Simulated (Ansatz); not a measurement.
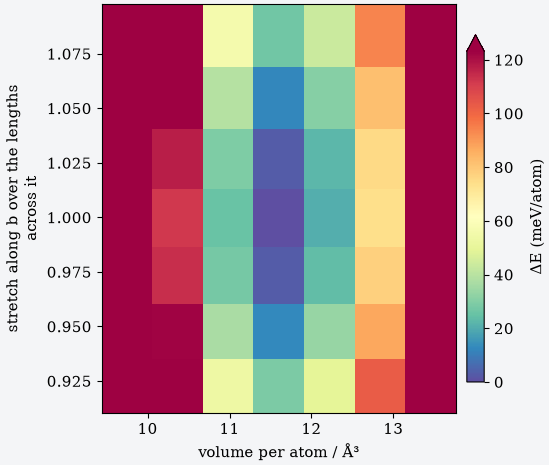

Energy landscape of SnO2 (Pbcn, No. 60; 12 atoms in the cell). The energy is mapped over volume and the cell's shape. First axis: volume per atom. Second axis: stretch along b over the lengths across it, relative to the relaxed cell. Nothing is relaxed (fractional coordinates fixed). Grid: 7 × 7 points. Points are written as (first, second). All energies are given in meV/atom relative to the lowest grid point. The band gap closes in part of the range. Theory: Ansatz, DFT LDA, scalar-relativistic, plane waves, PAW. Settings: cutoff 520 eV, k-mesh 6×6×6, gaussian smearing 0.05 eV, no spin polarisation.

In the figure: one coloured cell a grid point, one colour for all values above the top of the scale. 

**Summarise what can be read from the map.**

The lowest grid point is at (11.60 Å³, 1.000). No other kind of well shows on this grid. The highest grid point, (9.75 Å³, 1.083), lies 322 meV/atom above the lowest. Round the minimum the two coordinates are nearly uncoupled.

The values on the grid:

```tsv
second ↓, first →	9.75	10.36	10.98	11.60	12.22	12.84	13.46
1.083	322	147	56	27	44	94	168
1.055	302	129	39	12	30	82	158
1.027	289	117	29	3	23	75	152
1.000	282	112	25	0	20	74	151
0.974	283	114	28	3	24	78	156
0.948	291	123	37	13	34	87	165
0.923	308	139	53	29	49	103	180
```

The input of one point:

```yaml
crystal:
  lattice:
    - [4.7015987068, 0.0, 0.0]
    - [0.0, 5.692733525, 0.0]
    - [0.0, 0.0, 5.201698235]
  atoms:
    - { symbol: Sn, position: [0.5, 0.6673419135, 0.75] }
    - { symbol: Sn, position: [0.0, 0.8326580865, 0.25] }
    - { symbol: Sn, position: [0.5, 0.3326580865, 0.25] }
    - { symbol: Sn, position: [0.0, 0.1673419135, 0.75] }
    - { symbol: O, position: [0.7309254637, 0.6050162923, 0.0776916535] }
    - { symbol: O, position: [0.2309254637, 0.8949837077, 0.9223083465] }
    - { symbol: O, position: [0.7690745363, 0.8949837077, 0.5776916535] }
    - { symbol: O, position: [0.2690745363, 0.6050162923, 0.4223083465] }
    - { symbol: O, position: [0.7309254637, 0.3949837077, 0.5776916535] }
    - { symbol: O, position: [0.2309254637, 0.1050162923, 0.4223083465] }
    - { symbol: O, position: [0.7690745363, 0.1050162923, 0.0776916535] }
    - { symbol: O, position: [0.2690745363, 0.3949837077, 0.9223083465] }
basis:
  ecutwfc: 520.0
kpoints:
  mp_grid: { grid: [6, 6, 6] }
hamiltonian:
  xc: lda
  pseudopotentials: { kind: paw, azcp: { folder: soft_1 } }
scf:
  occupations: { method: gaussian, width: 0.05 }
output:
  forces: true
  stress: true
  eigenvalues: true
  write_density: true
  write_potential: true
  elf: true
  volumetric_format: npy
```

Time for the 49 points that were run: 21 min on 4 threads of Arm Neoverse N1 (shared host).
